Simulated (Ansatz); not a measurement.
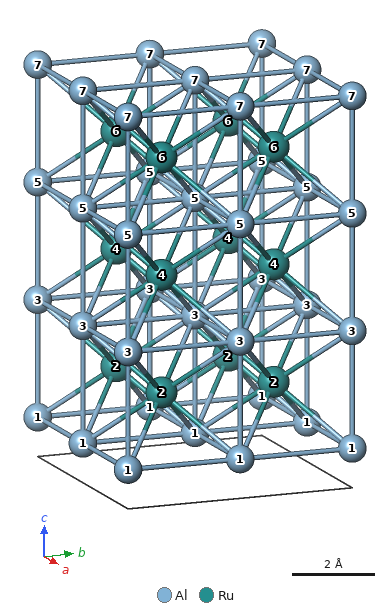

This is a (1 0 0) slab of AlRu as cut from the relaxed bulk. The picture is a ball-and-stick view of the 2 × 2 repeat of the cell, outlined in the plane, without the vacuum, seen slightly off an axis.

Level of theory: DFT r2SCAN, scalar-relativistic, plane waves, PAW (Ansatz 0.2.0). Set-up: plane-wave cutoff 500 eV; occupations gaussian; smearing width 0.1 eV; no spin polarisation. The k-mesh is chosen for each cell (12×12×12, 12×12×1).

Change: The atoms of the slab are relaxed at the bulk's in-plane cell.

Input
```yaml
crystal:
  lattice:
    - [2.9826244061, 0.0, 0.0]
    - [0.0, 2.9826244061, 0.0]
    - [0.0, 0.0, 23.9478732184]
  atoms:
    - { symbol: Al, position: [0.0, 0.0, 0.3131802115] }
    - { symbol: Ru, position: [0.5, 0.5, 0.3754534743] }
    - { symbol: Al, position: [0.0, 0.0, 0.4377267372] }
    - { symbol: Ru, position: [0.5, 0.5, 0.5] }
    - { symbol: Al, position: [0.0, 0.0, 0.5622732628] }
    - { symbol: Ru, position: [0.5, 0.5, 0.6245465257] }
    - { symbol: Al, position: [0.0, 0.0, 0.6868197885] }
basis:
  ecutwfc: 500
kpoints:
  mp_grid: { grid: [12, 12, 1] }
hamiltonian:
  xc: r2scan
scf:
  occupations: { method: gaussian, width: 0.1 }
output:
  forces: true
  eigenvalues: true
relax:
  adjacent_minimum: "off"
  f_tol: 0.02
  max_steps: 60
efield:
  axis: 3
  dipole_correction: true
  ramp_width: 0.04
```

Run as
```bash
ansatz run input.yaml --threads 1 --pin off --max-ram 2560MiB --backend cpu --events-out ev --progress --plain --runs-dir out
```

What does the calculation give for the changed structure?

The slab isn't stoichiometric; relaxing it gains 0.468 J/m². The top spacing, between the Al and Ru planes, goes from 1.49 to 1.22 Å (−18.1 %), the bottom one (Al to Ru) from 1.49 to 1.22 Å (−18.1 %). The work function of the top face goes from 3.21 to 3.18 eV. The lattice vectors keep their values. The largest moves relative to the layer's centre, 0.22 Å, are those of Al1 and Al7. Al7 goes along the normal (−c). Largest moves by element: Al 0.22 Å, Ru 0.05 Å. Near-neighbour distances before and after: Al–Al 2.983 → 2.786 to 2.983 Å, Al–Ru 2.583 → 2.437 to 2.627 Å.

Drawn alike, the variant:

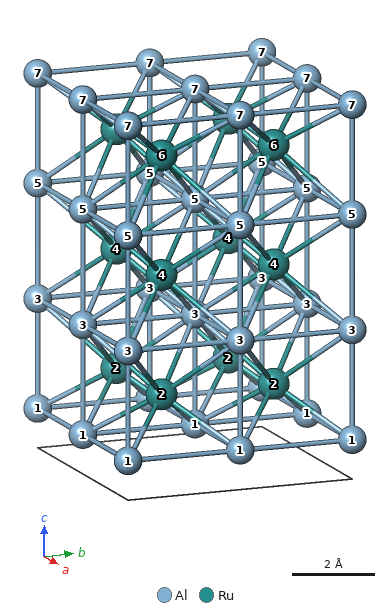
